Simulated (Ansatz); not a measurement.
Consider Ir.

```cif
data_structure
_symmetry_space_group_name_H-M 'P 1'
_symmetry_Int_Tables_number 1
_cell_length_a 4.7023
_cell_length_b 2.7149
_cell_length_c 4.7023
_cell_angle_alpha 90.000
_cell_angle_beta 109.471
_cell_angle_gamma 90.000
_cell_volume 56.60
loop_
_atom_site_label
_atom_site_type_symbol
_atom_site_fract_x
_atom_site_fract_y
_atom_site_fract_z
_atom_site_occupancy
Ir1 Ir 0.78190 0.50000 0.25001 1
Ir2 Ir 0.28190 0.00000 0.25001 1
Ir3 Ir 0.71810 0.00000 0.74999 1
Ir4 Ir 0.21810 0.50000 0.74999 1
```

Space group C2/m; not relaxed (largest force 1.3 eV/Å); computed without spin polarisation.

The calculation used DFT PBEsol, scalar-relativistic, plane waves, PAW (Ansatz).

Question: What will maps of the valence pseudo-density and electron localisation function show?

Answer: Ir–Ir (2.71 Å): the density is about 0.45 e/Å³ at the midpoint; the ELF is about 0.35 at the midpoint (no shared electron pair shows on this line).

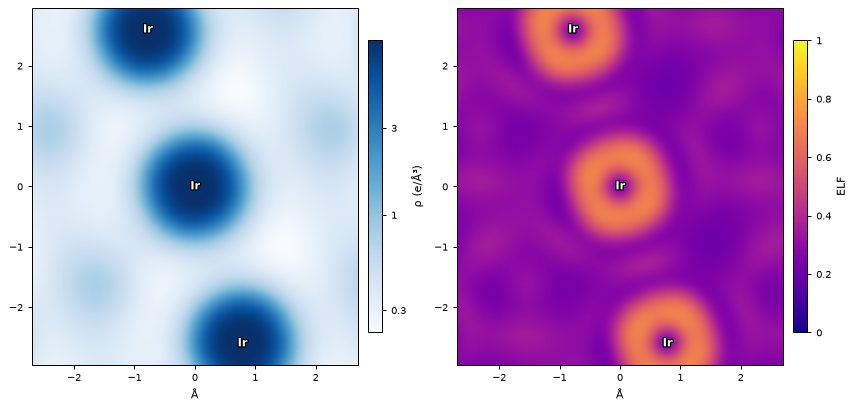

Computed valence pseudo-density and electron localisation function on the (110) plane of the conventional cell, in this order. 

Core electrons are frozen (PAW), and the valence fields are smoothed inside the atomic spheres.
